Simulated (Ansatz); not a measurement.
# ZrO$_{2}$: geometry relaxation (part 2 of 2)

Continued. System: ZrO$_{2}$ (3 atoms in the cell). Method: DFT PBE, scalar-relativistic, plane waves, PAW, no spin polarisation (Ansatz 0.2.0); cutoff 420 eV, 8×8×8 k-mesh, fixed occupations. The structure derives from an entry of the Crystallography Open Database. It belongs to a series of runs on one base structure; here: relaxed at 2 GPa.

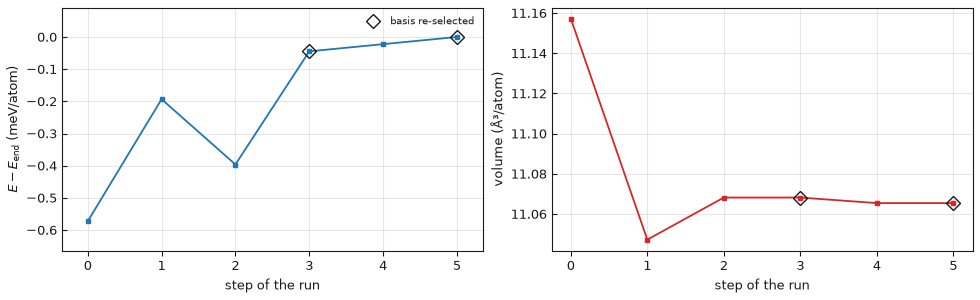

**Figure 1.** Progress of the relaxation, step by step (the first geometry is step 0 here and step 1 in the log). No atom moves by more than 0.005 Å relative to the cell. The volume changes by −0.8 %, with a = b = c 5.116 → 5.102 Å (−0.3 %). Distances before and after: Zr1–O2 2.215 → 2.209 Å. The space group stays Fm-3m (No. 225). The energy rises by 0.6 meV per atom in 3 geometry steps. With the target pressure of 2 GPa, the enthalpy E + pV changes by −0.6 meV per atom. All forces vanish by symmetry, so only the cell relaxes. The pressure goes from 0.01 to 2.00 GPa. 1 further SCF at an unchanged geometry re-selected the plane-wave basis for the new cell. The energy change given includes the shifts at the re-selections in mid-walk, which come without any move. A last SCF at the same geometry on a re-selected plane-wave basis shifts the energy by +0.0 meV per atom. (Atoms are counted from 1 in the order of the input.)

```
basis re-selected at this cell: Δ(F+E_penalty+E_count) = +6.722e-5 eV, ΔP = -0.001 GPa vs the last step (what re-selecting the basis moved, of the pressure what is left beyond the Pulay correction that the steps carried, after the strain that the cell walked since its last selection, with what the two solves' SCF thresholds leave and, on support functions, any second-order correction that the steps lacked; it is no measure of the basis error at this ecutwfc). This SCF's stress stands 1.98e-3 GPa from its target on what of the cell is left free (relax.cell.stress_tol is 2.00e-2 GPa) and its largest allowed force component is 1.08e-17 eV/Å (relax.f_tol is 1.00e-3 eV/Å): within both
SCF converged after 6 iterations
Free energy (F): -5323.818649 eV
Harris-Foulkes:  -5323.818649 eV  (|F-HF|=0.00e0)
Internal energy: -5323.818649 eV  (E = F + TS)
E sigma→0 (E₀):  -5323.818649 eV
Fermi energy:    12.040373 eV
--- Per-component energies (eV) ---
  E_band       = -63.483994
  E_kinetic    = 687.351075
  E_local      = -1145.316176  (includes V_loc(G=0)·N_el)
  E_nonlocal   = 171.129623
  E_hartree    = 378.040051
  E_xc         = -311.965890
  E_vxc        = -382.847948  (∫ρ·V_xc dr)
  E_paw        = -3268.786964  (= ΣΔE_a)
  E_vpaw       = -149.885709  (= ΣTr[D̂ρ^β])
  E_aug_tail   = 0.005028  (compensation charges beyond the density's cutoff)
  E_ewald      = -1834.275397
  E_smearing   = -0.000000  (= −TS)
  E_closure    = 0.000000  (closes the sum)
  Σ components = -5323.818649   (vs F -5323.818649, Δ=0.00e0)
--- Forces (eV/Å), atoms counted from 1 ---
  atom   1  Zr    -0.00000000     0.00000000     0.00000000
  atom   2  O     -0.00000000     0.00000000     0.00000000
  atom   3  O      0.00000000    -0.00000000    -0.00000000
  max |Σ_I F_I| component: 4.63e-18 eV/Å
--- Stress (GPa, compression-positive) ---
        1.998020       0.000000      -0.000000
        0.000000       1.998020      -0.000000
       -0.000000      -0.000000       1.998020
  P = ⅓ Tr σ = 1.9980 GPa (19.980 kbar)
--- Band table (eV; the first three rows and the last of 29) ---
  k-point 0: bands = ["-36.0736", "-13.8920", "-13.8920", "-13.8920", "-6.1244", "-3.5891", "6.8493", "6.8493", "6.8493", "11.5099", "11.5099", "11.5099", "15.3809", "15.3809", "18.5694", "21.3207"]
  k-point 1: bands = ["-36.0670", "-13.9998", "-13.9020", "-13.9020", "-5.9115", "-3.7426", "6.9983", "6.9983", "7.2621", "11.1432", "11.2346", "11.2346", "15.6611", "15.6611", "19.0379", "20.8136"]
  k-point 2: bands = ["-36.0511", "-14.2433", "-13.9262", "-13.9262", "-5.4513", "-4.0198", "7.3647", "7.3647", "8.2381", "10.4121", "10.7493", "10.7493", "16.0641", "16.0641", "18.8153", "20.6782"]
  k-point 28: bands = ["-36.0134", "-14.3459", "-14.3459", "-14.0651", "-4.3984", "-4.3984", "7.3296", "7.4113", "9.6754", "9.6754", "10.6716", "11.8408", "16.4540", "16.5873", "18.2688", "18.2688"]
--- Relaxed structure (4 steps of the walk, 4 accepted, 2 SCFs on fresh bases) ---
  F+E_penalty+E_count = -5323.81864923 eV   max|allowed force component| = 1.079e-17 eV/Å   (the final SCF, on the basis selected at the relaxed cell)
  cell:  # Å, volume = 33.1963 Å³
    - [1.1464587074015077e-34, 2.5508598860421556, 2.5508598860421556]
    - [2.5508598860421556, 6.289599853105493e-35, 2.5508598860421556]
    - [2.5508598860421556, 2.5508598860421556, 6.289599853105494e-35]
  atoms:
    - { symbol: Zr, position: [-3.048584316935368e-35, 3.7855059446656913e-35, 1.8206539328126667e-35] }
    - { symbol: O, position: [0.24999999999999997, 0.24999999999999997, 0.24999999999999997] }
    - { symbol: O, position: [0.75, 0.75, 0.75] }
```

## Trajectory as extended XYZ (Å, eV, eV/Å), 6 frames, from step=1 to step=6
```
3
Lattice="0.0000 2.5579 2.5579 2.5579 0.0000 2.5579 2.5579 2.5579 0.0000" Properties=species:S:1:pos:R:3:forces:R:3 step=1 energy=-5323.82037 pressure_GPa=0.01
Zr    0.0000    0.0000    0.0000    0.0000   0.0000   0.0000
O     1.2789    1.2789    1.2789    0.0000   0.0000   0.0000
O     3.8368    3.8368    3.8368    0.0000   0.0000   0.0000
3
Lattice="0.0000 2.5495 2.5495 2.5495 0.0000 2.5495 2.5495 2.5495 0.0000" Properties=species:S:1:pos:R:3:forces:R:3 step=2 energy=-5323.81923 pressure_GPa=2.47
Zr    0.0000    0.0000    0.0000    0.0000   0.0000   0.0000
O     1.2747    1.2747    1.2747    0.0000   0.0000   0.0000
O     3.8242    3.8242    3.8242    0.0000   0.0000   0.0000
3
Lattice="0.0000 2.5511 2.5511 2.5511 0.0000 2.5511 2.5511 2.5511 0.0000" Properties=species:S:1:pos:R:3:forces:R:3 step=3 energy=-5323.81984 pressure_GPa=1.99
Zr    0.0000    0.0000    0.0000    0.0000   0.0000   0.0000
O     1.2755    1.2755    1.2755    0.0000   0.0000   0.0000
O     3.8266    3.8266    3.8266    0.0000   0.0000   0.0000
3
Lattice="0.0000 2.5511 2.5511 2.5511 0.0000 2.5511 2.5511 2.5511 0.0000" Properties=species:S:1:pos:R:3:forces:R:3 step=4 energy=-5323.81878 pressure_GPa=1.94
Zr    0.0000    0.0000    0.0000    0.0000   0.0000   0.0000
O     1.2755    1.2755    1.2755    0.0000   0.0000   0.0000
O     3.8266    3.8266    3.8266    0.0000   0.0000   0.0000
3
Lattice="0.0000 2.5509 2.5509 2.5509 0.0000 2.5509 2.5509 2.5509 0.0000" Properties=species:S:1:pos:R:3:forces:R:3 step=5 energy=-5323.81872 pressure_GPa=2.00
Zr    0.0000    0.0000    0.0000    0.0000   0.0000   0.0000
O     1.2754    1.2754    1.2754    0.0000   0.0000   0.0000
O     3.8263    3.8263    3.8263    0.0000   0.0000   0.0000
3
Lattice="0.0000 2.5509 2.5509 2.5509 0.0000 2.5509 2.5509 2.5509 0.0000" Properties=species:S:1:pos:R:3:forces:R:3 step=6 energy=-5323.81865 pressure_GPa=2.00
Zr    0.0000    0.0000    0.0000    0.0000   0.0000   0.0000
O     1.2754    1.2754    1.2754    0.0000   0.0000   0.0000
O     3.8263    3.8263    3.8263    0.0000   0.0000   0.0000
```

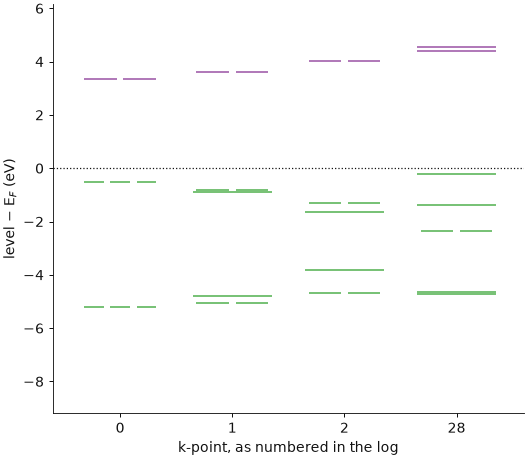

**Figure 2.** Kohn–Sham levels near the Fermi level (dotted) at the few k-points that the log prints; levels within 0.02 eV of each other stand side by side. Among these points the highest filled and lowest empty levels are 3.54 eV apart; the gap on the full mesh, 3.34 eV, has an edge at a point that isn't printed.

This output came from the following input.

## Input
```yaml
crystal:
  lattice:
    - [0.0, 2.5578981887, 2.5578981887]
    - [2.5578981887, 0.0, 2.5578981887]
    - [2.5578981887, 2.5578981887, 0.0]
  atoms:
    - { symbol: Zr, position: [0.0, 0.0, 0.0] }
    - { symbol: O, position: [0.25, 0.25, 0.25] }
    - { symbol: O, position: [0.75, 0.75, 0.75] }
basis:
  ecutwfc: 420
kpoints:
  mp_grid: { grid: [8, 8, 8] }
hamiltonian:
  xc: pbe
scf:
  occupations: { method: fixed }
output:
  forces: true
  stress: true
  eigenvalues: true
relax:
  adjacent_minimum: "off"
  f_tol: 0.001
  max_steps: 60
  cell: { stress_tol: 0.02, p_target: 2.0 }
```

Run as:
```bash
ansatz run input.yaml --threads 1 --pin off --max-ram 3072MiB --backend cpu --events-out ev --progress --plain --runs-dir out
```

## Results in brief

```csv
quantity,value
outcome,converged
space group (tolerance 0.01 Å),Fm-3m (225)
electrons treated,24
free energy,−5323.8186 eV
Fermi energy,12.040 eV
gap on the k-point mesh,3.34 eV
pressure,2.00 GPa
final volume,33.20 Å³
largest force (length of the vector) at the end,under 0.001 eV/Å
final cell,"a = 3.607 Å, b = 3.607 Å, c = 3.607 Å, α = 60.00°, β = 60.00°, γ = 60.00°"
hardware,"1 thread of Intel Xeon @ 2.50GHz (Skylake/Cascade Lake), 189 GiB of memory available, shared host"
wall time,18 s
peak memory,0.33 GiB
```
